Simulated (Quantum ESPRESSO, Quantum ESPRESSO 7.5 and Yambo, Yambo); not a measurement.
# A GW chain in Yambo: GaAs (F-43m)

Wanted: ground state, empty states, screening and self-energy for GaAs (F-43m).

Program: Quantum ESPRESSO 7.5 and Yambo 5.3.0. Level of theory: PBE and many-body steps on it, plane waves. Results are calculated unless marked as measured.

**Experimental background.**

- Gap 1.51 eV: band-edge emission energy from PL (direct gap at Gamma); photoluminescence, 633 nm excitation; 77 K; bulk crystal (MBE GaAs matrix around a thin InAs wetting layer on semi-insulating GaAs (100)) (“Photoluminescence of InAs/GaAs quantum dots under direct two-photon excitation”, 2020, pmc:7331710).

- Gap 1.42 eV: band-edge photoluminescence emission energy of the GaAs substrate; time-integrated photoluminescence; 300 K; bulk crystal ((001) GaAs substrate beneath GaBiAs epilayers) (“Investigation of the anisotropic electron g factor as a probe of the electronic structure of GaBixAs1-x/GaAs epilayers”, 2014, arxiv:1409.8467).

- Gap 1.412 ± 0.01 eV: direct gap E0 at Gamma from ellipsometry; variable-angle spectroscopic ellipsometry, parametric critical-point fit; 300 K; bulk crystal (semi-insulating GaAs(001) reference substrate with native oxide) (“Evidence of valence band perturbations in GaAsN/GaAs(001): A combined variable-angle spectroscopic ellipsometry and modulated photoreflectance investigation”, 2008, arxiv:0805.2212).

- Gap 1.418 ± 0.005 eV: direct gap E0 at Gamma from PR; modulated photoreflectance, low-field lineshape fit; 300 K; bulk crystal (semi-insulating GaAs(001) reference substrate) (“Evidence of valence band perturbations in GaAsN/GaAs(001): A combined variable-angle spectroscopic ellipsometry and modulated photoreflectance investigation”, 2008, arxiv:0805.2212).

Most raw output is cut from this account.

## 1. The structure

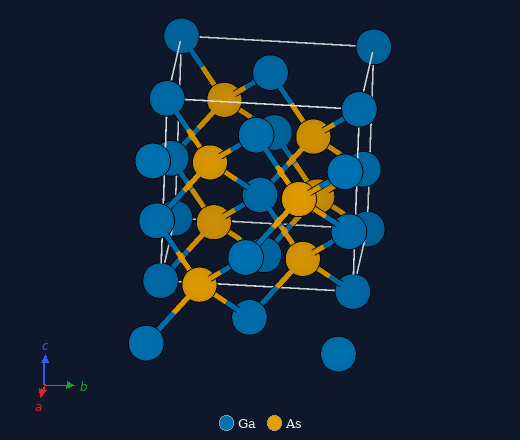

The starting structure, seen slightly off an axis (gallium blue, arsenic orange). 2×1×1 cells are drawn. This picture shows the conventional cell, with its axes. Bonds to atoms that aren't drawn are left out. Some periodic images of atoms are drawn too.

The cell and positions come from the Crystallography Open Database and are kept as given unless a step says otherwise.

## 2. Ground state

This step: Quantum ESPRESSO 7.5; DFT, PBE, plane waves, norm-conserving pseudopotentials.

The ground-state density comes first.

pw.in

```
&control
  calculation = 'scf'
  prefix = 'x'
  outdir = 'o'
  pseudo_dir = 'pseudo'
/
&system
  ibrav = 0
  nat = 2
  ntyp = 2
  ecutwfc = 76.0
  nbnd = 19
  force_symmorphic = .true.
/
&electrons
  conv_thr = 1e-10
  electron_maxstep = 80
  mixing_beta = 0.5
/
ATOMIC_SPECIES
  Ga 69.723 Ga.upf
  As 74.922 As.upf
CELL_PARAMETERS angstrom
  0.0000000000 2.8268500000 2.8268500000
  2.8268500000 0.0000000000 2.8268500000
  2.8268500000 2.8268500000 0.0000000000
ATOMIC_POSITIONS crystal
  Ga 0.0000000000 0.0000000000 0.0000000000
  As 0.2500000000 0.2500000000 0.2500000000
K_POINTS automatic
  6 6 6 0 0 0
```

Started as:

```bash
$ OMP_NUM_THREADS=1 mpirun -n 4 pw.x -nk 4 -in pw.in > pw.out
```

Elapsed: 6.7 s, on 4 MPI ranks of Arm Neoverse V1, shared host; peak memory 0.26 GiB; 26 s of CPU time.

This step gave:

```
total energy               : -4967.8010 eV
gap                        : 0.5137 eV
k of the valence top       : 0, 0, 0
k of the conduction bottom : 0, 0, 0
least direct gap           : 0.5137 eV
```

The gap is direct, at Γ.

## 3. Bands along the symmetry lines

The cheap functional maps the bands first; the places of the edges decide which points the dearer methods must see.

pw.in

```
&control
  calculation = 'bands'
  prefix = 'x'
  outdir = 'o'
  pseudo_dir = 'pseudo'
/
&system
  ibrav = 0
  nat = 2
  ntyp = 2
  ecutwfc = 76.0
  nbnd = 20
  force_symmorphic = .true.
/
&electrons
  conv_thr = 1e-9
  electron_maxstep = 80
  diago_full_acc = .true.
  diago_thr_init = 5e-6
/
ATOMIC_SPECIES
  Ga 69.723 Ga.upf
  As 74.922 As.upf
CELL_PARAMETERS angstrom
  0.0000000000 2.8268500000 2.8268500000
  2.8268500000 0.0000000000 2.8268500000
  2.8268500000 2.8268500000 0.0000000000
ATOMIC_POSITIONS crystal
  Ga 0.0000000000 0.0000000000 0.0000000000
  As 0.2500000000 0.2500000000 0.2500000000
K_POINTS crystal
  50
  0.00000000 0.00000000 0.00000000 1
  -0.06250000 -0.06250000 0.00000000 1
  -0.12500000 -0.12500000 0.00000000 1
  -0.18750000 -0.18750000 0.00000000 1
  -0.25000000 -0.25000000 0.00000000 1
  -0.31250000 -0.31250000 0.00000000 1
  -0.37500000 -0.37500000 0.00000000 1
  -0.43750000 -0.43750000 0.00000000 1
  -0.50000000 -0.50000000 0.00000000 1
  -0.48437500 -0.48437500 0.03125000 1
  -0.46875000 -0.46875000 0.06250000 1
  -0.45312500 -0.45312500 0.09375000 1
  -0.43750000 -0.43750000 0.12500000 1
  -0.42187500 -0.42187500 0.15625000 1
  -0.40625000 -0.40625000 0.18750000 1
  -0.39062500 -0.39062500 0.21875000 1
  -0.37500000 -0.37500000 0.25000000 1
  -0.37500000 0.00000000 0.37500000 1
  -0.32812500 0.00000000 0.32812500 1
  -0.28125000 0.00000000 0.28125000 1
  -0.23437500 0.00000000 0.23437500 1
  -0.18750000 0.00000000 0.18750000 1
  -0.14062500 0.00000000 0.14062500 1
  -0.09375000 0.00000000 0.09375000 1
  -0.04687500 0.00000000 0.04687500 1
  0.00000000 0.00000000 0.00000000 1
  0.00000000 0.00000000 0.06250000 1
  0.00000000 0.00000000 0.12500000 1
  0.00000000 0.00000000 0.18750000 1
  0.00000000 0.00000000 0.25000000 1
  0.00000000 0.00000000 0.31250000 1
  0.00000000 0.00000000 0.37500000 1
  0.00000000 0.00000000 0.43750000 1
  -0.00000000 -0.00000000 0.50000000 1
  -0.06250000 -0.03125000 0.46875000 1
  -0.12500000 -0.06250000 0.43750000 1
  -0.18750000 -0.09375000 0.40625000 1
  -0.25000000 -0.12500000 0.37500000 1
  -0.31250000 -0.15625000 0.34375000 1
  -0.37500000 -0.18750000 0.31250000 1
  -0.43750000 -0.21875000 0.28125000 1
  -0.50000000 -0.25000000 0.25000000 1
  -0.50000000 -0.28125000 0.21875000 1
  -0.50000000 -0.31250000 0.18750000 1
  -0.50000000 -0.34375000 0.15625000 1
  -0.50000000 -0.37500000 0.12500000 1
  -0.50000000 -0.40625000 0.09375000 1
  -0.50000000 -0.43750000 0.06250000 1
  -0.50000000 -0.46875000 0.03125000 1
  -0.50000000 -0.50000000 0.00000000 1
```

It took 6.1 s on 4 MPI ranks; peak memory 0.22 GiB.

Numbers from this step:

```yaml
gap: 0.5137 eV
k_of_the_valence_top: 0, 0, 0
k_of_the_conduction_bottom: 0, 0, 0
least_direct_gap: 0.5137 eV
```

The gap is 0.514 eV, as in the run before at this level.

The electronic bands at the labelled points (eV, zero at the top of the highest filled band):

```csv
point,band 11,band 12,band 13,band 14,band 15,band 16,band 17,band 18
Γ,-12.73,0.00,0.00,0.00,0.51,3.74,3.74,3.74
X,-10.23,-6.81,-2.68,-2.68,1.47,1.66,10.17,10.17
U,-10.26,-6.63,-3.86,-2.26,1.97,4.64,7.96,8.07
jump to K,-10.26,-6.63,-3.86,-2.26,1.97,4.64,7.96,8.07
Γ,-12.73,0.00,0.00,0.00,0.51,3.74,3.74,3.74
L,-10.97,-6.64,-1.14,-1.14,1.00,4.64,4.64,7.77
W,-10.17,-6.63,-3.53,-3.34,4.62,4.72,5.42,6.05
X,-10.23,-6.81,-2.68,-2.68,1.47,1.66,10.17,10.17
```

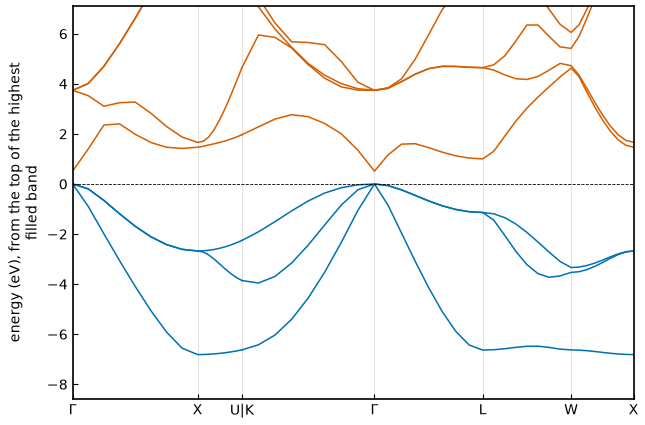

Electronic bands along the path; lines of filled and empty bands in two colours.

## 4. Empty states on the mesh, 4×4×4 mesh, 116 bands

The sums over transitions need many empty states on a uniform mesh; this step solves for them.

pw.in

```
&control
  calculation = 'nscf'
  prefix = 'x'
  outdir = 'o'
  pseudo_dir = 'pseudo'
/
&system
  ibrav = 0
  nat = 2
  ntyp = 2
  ecutwfc = 76.0
  nbnd = 116
  force_symmorphic = .true.
/
&electrons
  conv_thr = 1e-9
  electron_maxstep = 80
  diago_full_acc = .true.
  diago_thr_init = 5e-6
/
ATOMIC_SPECIES
  Ga 69.723 Ga.upf
  As 74.922 As.upf
CELL_PARAMETERS angstrom
  0.0000000000 2.8268500000 2.8268500000
  2.8268500000 0.0000000000 2.8268500000
  2.8268500000 2.8268500000 0.0000000000
ATOMIC_POSITIONS crystal
  Ga 0.0000000000 0.0000000000 0.0000000000
  As 0.2500000000 0.2500000000 0.2500000000
K_POINTS automatic
  4 4 4 0 0 0
```

Wall time 7.6 s (4 MPI ranks); peak memory 0.33 GiB.

Numbers from this step:

```
gap                                                           : 0.5137 eV
k of the valence top                                          : 0, 0, 0
k of the conduction bottom                                    : 0, 0, 0
least direct gap                                              : 0.5137 eV
k points computed                                             : 8
lowest point of the top converged band, above the valence top : 87.1854 eV
```

On this mesh the gap is 0.514 eV.

## 5. Conversion and set-up

This step: Yambo 5.3.0; conversion and set-up on PBE, plane waves, norm-conserving pseudopotentials.

The states are converted to the many-body program's format and the q mesh is built.

Started as:

```bash
$ (cd o/x.save; p2y > p2y.log; mv SAVE ../..); yambo > setup.log
```

It took 2.6 s on 1 MPI rank; peak memory 0.25 GiB.

## 6. Screening and self-energy, 4×4×4 mesh, 116 bands, screening to 129.3 eV

Now the one-shot GW correction: screening in the RPA, then the self-energy of the levels asked for.

This step: G0W0 on PBE, plane waves, norm-conserving pseudopotentials.

gw1.in

```
HF_and_locXC
gw0
dyson
ppa
em1d
rim_cut
RandQpts= 1000000
RandGvec= 1 RL
EXXRLvcs= 76 Ry
VXCRLvcs= 304 Ry
Chimod= "HARTREE"
% BndsRnXp
 1 | 116 |
%
NGsBlkXp= 9.5 Ry
% LongDrXp
 1 | 1 | 1 |
%
% GbndRnge
 1 | 116 |
%
DysSolver= "n"
ExtendOut
PPAPntXp= 27.21138 eV
% QPkrange
 1 | 8 | 12 | 18 |
%
```

Started as:

```bash
$ OMP_NUM_THREADS=1 mpirun -n 4 yambo -F gw1.in -J gw1 -C gw1 > gw1.log
```

Run time: 3.5 min. Hardware: 4 MPI ranks; peak memory 1.6 GiB.

This step gave:

```
G0W0 gap on the mesh                         : 1.128 eV
starting gap on the mesh                     : 0.5137 eV
k of the valence top                         : 0, 0, 0
k of the conduction bottom                   : 0, 0, 0
least direct G0W0 gap on the computed points : 1.128 eV
Z at the valence top                         : 0.7968
Z at the conduction bottom                   : 0.7970
```

The gap on the mesh goes from 0.51 eV to 1.13 eV, a correction of +0.61 eV.

Limits: finite bands, cutoff and mesh; exchange with frozen shells missing; no spin-orbit coupling; coarse k mesh. v1 is the top filled band, c1 the lowest empty one. The levels before and after the correction (eV, zero at the valence-band top of each column):

|  | conduction bottom | valence top |
| --- | --- | --- |
| Kohn-Sham | 0.51 | 0.00 |
| G0W0 | 1.13 | 0.00 |

```
             level  energy (eV)
Kohn-Sham  Γ v3-v1        0.000
Kohn-Sham     Γ c1        0.514
Kohn-Sham  Γ c2-c4        3.739
     G0W0  Γ v3-v1        0.000
     G0W0     Γ c1        1.128
     G0W0  Γ c2-c4        4.435
```

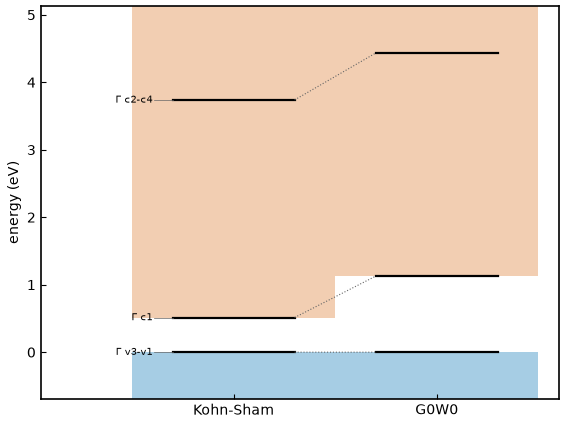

Levels before and after the correction. Shaded: valence and conduction bands.

## 7. Where the time went

Times are wall times on the hardware named with each run, good to a factor of about two.

| step | time | share | memory (GiB) |
| --- | --- | --- | --- |
| ground state | 6.7 s | 3 % | 0.26 |
| bands along the symmetry lines | 6.1 s | 3 % | 0.22 |
| empty states on the mesh | 7.6 s | 3 % | 0.33 |
| conversion and set-up | 2.6 s | 1 % | 0.25 |
| screening and self-energy | 3.5 min | 90 % | 1.6 |

## 8. Results

```yaml
pbe_gap: 0.51 eV, direct
g0w0_gap_on_the_mesh: 1.13 eV
gw_settings: 4×4×4 mesh, 116 bands, screening to 129.3 eV, Godby-Needs plasmon pole
known_limits: not at the basis limit; exchange with frozen shells missing; no spin-orbit coupling; coarse k mesh
```

**Reading.** G0W0 moves the gap on the mesh from 0.51 eV to 1.13 eV (+0.61 eV), with Z of 0.80 and 0.80 at the edges. The dearest step here is «screening and self-energy». Against experiment, by G0W0@PBE: the direct gap of 1.13 eV lies −0.38 eV from the measured 1.51 eV (exciton, 77 K, 2020); the direct gap of 1.13 eV lies −0.29 eV from the measured 1.42 eV (exciton, 300 K, 2014); the direct gap of 1.13 eV lies −0.28 eV from the measured 1.412 ± 0.01 eV (direct, 300 K, 2008); the direct gap of 1.13 eV lies −0.29 eV from the measured 1.418 ± 0.005 eV (direct, 300 K, 2008). An exciton line or allowed optical edge lies below the quasiparticle gap by the binding energy; a forbidden edge can push the onset above it. The calculation has static nuclei and no excitons; a measured gap holds zero-point and thermal motion, which mostly lowers it. Bands and cutoff are finite, so the gap is not at the basis limit. The miss can reach some tenths of an eV and take either sign; the mesh is an error of its own. The 4×4×4 mesh is coarse for this cell, which bears on the long-range parts of exchange and screening. The norm-conserving file of at least one element keeps a d shell over frozen s and p shells of the same row. Exchange with those shells is missing from the self-energy, an error of 0.3 to 0.9 eV in cases checked, whose sign depends on which edge lies on those atoms. The many-body steps are scalar-relativistic: spin-orbit coupling is not in them.

[Paths, hosts, dates, memory and timing lines, banners, echoed tables and standing remarks are left out of the program output.]

[Logs are printed without paths, hosts, clocks, repeated set-up lines and the standing remarks that a program may print on its own settings, such as how far it seeks lower states.]

[Runs of the session that timed out or met a known fault of the program may be left out.]

[Hosts, paths, dates, database ids (printed as entryN), source tags and the programs' standing remarks are cut or masked in the printed files.]
